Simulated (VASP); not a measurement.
System: rocksalt AgCl, space group Fm-3m (No. 225), 2 atoms in the primitive cell. The cell is scaled uniformly. Computed with VASP 6.6.1: PBEsol, VASP PAW PBE potentials, release 64 (Ag, Cl), no spin polarisation, no spin-orbit coupling, 8×8×8 k mesh, 520 eV cutoff, Gaussian smearing of 0.02 eV.

At 21.13 Å³/atom the lowest conduction levels at the points plotted lie 0.73 eV (Γ), 2.22 eV (X), 3.48 eV (K) and 4.01 eV (L) above the valence top at L.

How does each level move from 19.56 Å³/atom to 22.08 Å³/atom?

Answer. Γ stays within 0.02 eV, X rises by 0.21 eV, K rises by 0.05 eV and L rises by 0.35 eV. Straight lines against ln V have slopes of +0.2 eV at Γ, +1.8 eV at X, +0.4 eV at K and +2.8 eV at L. The lowest is the one at Γ, over the whole range, so among these points the gap stays indirect.

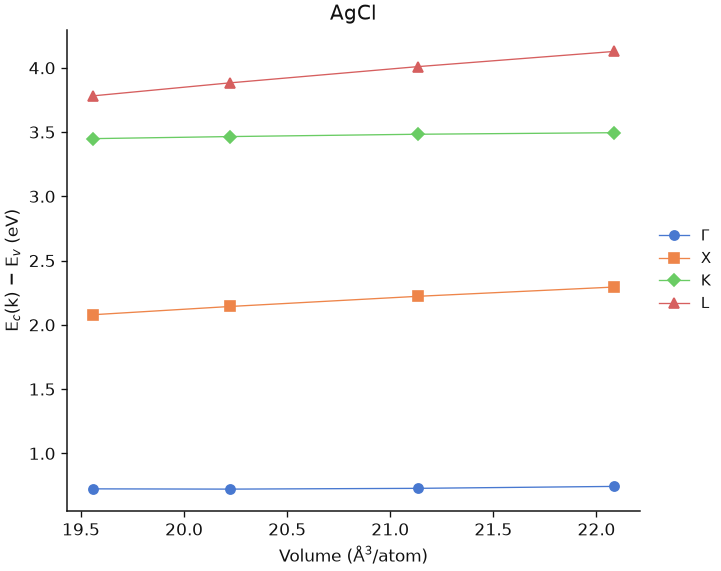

Lowest conduction level at each named k point, counted from the valence-band top at L.

```
       volume  Γ (eV)  X (eV)  K (eV)  L (eV)
19.56 Å³/atom    0.72    2.08    3.45    3.78
20.22 Å³/atom    0.72    2.14    3.46    3.88
21.13 Å³/atom    0.73    2.22    3.48    4.01
22.08 Å³/atom    0.74    2.29    3.50    4.13
```

The PAW data sets were made with another functional. LDA, GGA and most meta-GGA functionals understate gaps. The cell was derived from a database entry in an earlier step, so it needn't be the measured one.
